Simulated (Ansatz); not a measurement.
**Ta₁₂N (slab): density, localisation and related maps**

Input

```
crystal:
  lattice:
    - [5.9723607044, 0.0, 0.0]
    - [0.0, 5.9723607044, 0.0]
    - [0.0, 0.0, 19.675382753]
  atoms:
    - { symbol: Ta, position: [0.25, 0.25, 0.2032997299] }
    - { symbol: Ta, position: [0.25, 0.75, 0.2032997299] }
    - { symbol: Ta, position: [0.75, 0.25, 0.2032997299] }
    - { symbol: Ta, position: [0.75, 0.75, 0.2032997299] }
    - { symbol: Ta, position: [0.0, 0.0, 0.3094166865] }
    - { symbol: Ta, position: [0.0, 0.5, 0.3094166865] }
    - { symbol: Ta, position: [0.5, 0.0, 0.3094166865] }
    - { symbol: Ta, position: [0.5, 0.5, 0.3094166865] }
    - { symbol: Ta, position: [0.25, 0.25, 0.4155132764] }
    - { symbol: Ta, position: [0.25, 0.75, 0.4155132764] }
    - { symbol: Ta, position: [0.75, 0.25, 0.4155132764] }
    - { symbol: Ta, position: [0.75, 0.75, 0.4155132764] }
    - { symbol: "N", position: [0.25, 0.3333333333, 0.5100476509] }
basis:
  ecutwfc: 420
kpoints:
  mp_grid: { grid: [5, 5, 1] }
hamiltonian:
  xc: pbe
  pseudopotentials: { kind: paw, azcp: { folder: soft_1 } }
scf:
  occupations: { method: gaussian, width: 0.1 }
output:
  forces: true
  eigenvalues: true
  write_density: true
  write_potential: true
  elf: true
  volumetric_format: npy
relax:
  adjacent_minimum: "off"
  f_tol: 0.025
  max_steps: 16
  constraints:
    - { sites: [0, 1, 2, 3, 4, 5, 6, 7, 8, 9, 10, 11] }
    - { sites: [12], fix: xy }
efield:
  axis: 3
  dipole_correction: true
  ramp_width: 0.04
```

Run with:

```sh
ansatz run input.yaml --threads 4 --pin off --max-ram 12288MiB --backend cpu --events-out ev --progress --plain --runs-dir out
```

The fields are those of the run's last geometry, not of the input's.

A point of a scan over the structure, not its minimum; not relaxed (largest force 0.9 eV/Å); computed without spin polarisation; PAW files of the earlier set (soft_1).

Method: DFT PBE, scalar-relativistic, plane waves, PAW in Ansatz 0.2.0.

In a PAW calculation such maps are meaningful between the atoms, not at the nuclei.

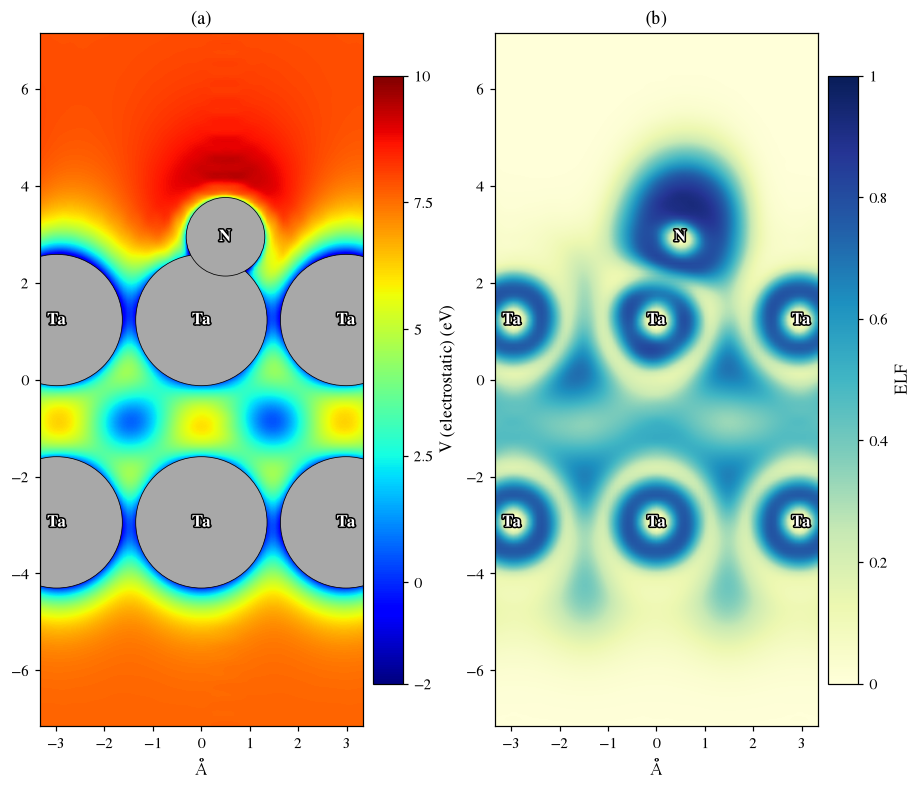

Figure 1. (a) electrostatic potential energy of an electron; (b) ELF on the (100) plane of the calculation cell, a cut from vacuum to vacuum. Grey discs cover the atomic cores in the potential map.

Describe what can be read from this map.

Atoms in the plane: Ta and N. Ta–N (1.79 Å): the ELF peaks at about 0.80 in the valence shell of N, 0.5 Å from its nucleus, and drops to about 0.45 between the two atoms. Ta–Ta (2.99 Å): the ELF is about 0.35 at the midpoint. The features right at Ta lie inside the PAW spheres, where the map follows smoothed inner orbitals and isn't to be read closely.

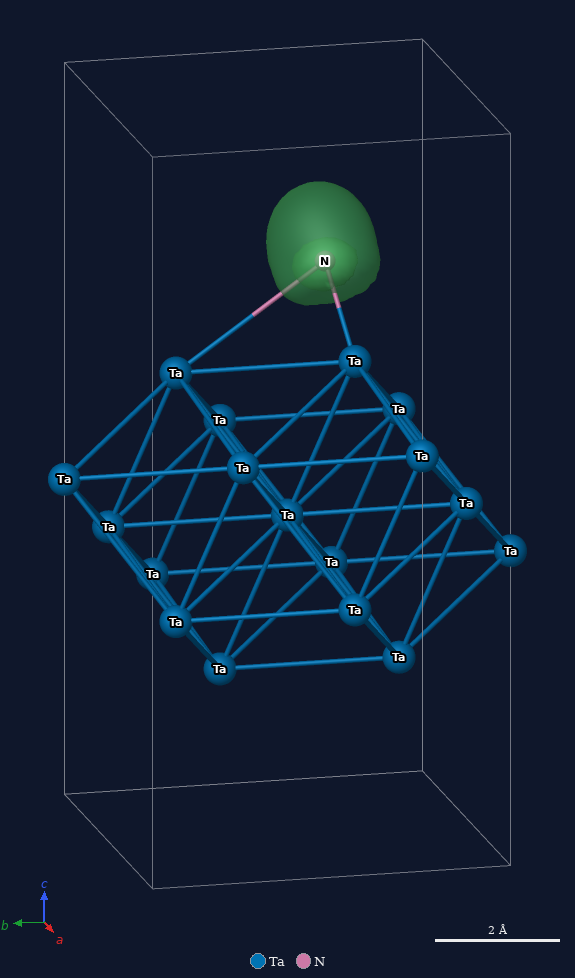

Figure 2. Isosurface of the electron localisation function at 0.75 (green), seen at an oblique angle. Only the valence region is drawn (cores and ρ < 0.01 e/Å³ removed). Sticks mark near contacts.

Where are the electrons localised?

At this value the surface marks out one region wrapped around N (its valence shell), counted in one cell of 13 atoms. Counts are for one cell; the picture repeats the cell along the surface.


 Ta–Ta (2.97 Å): the ELF is about 0.25 at the midpoint; no shared electron pair shows on this line.

Does the calculation make it a metal, or give it a gap?

It is metallic or semimetallic at this level of theory: no gap opens.
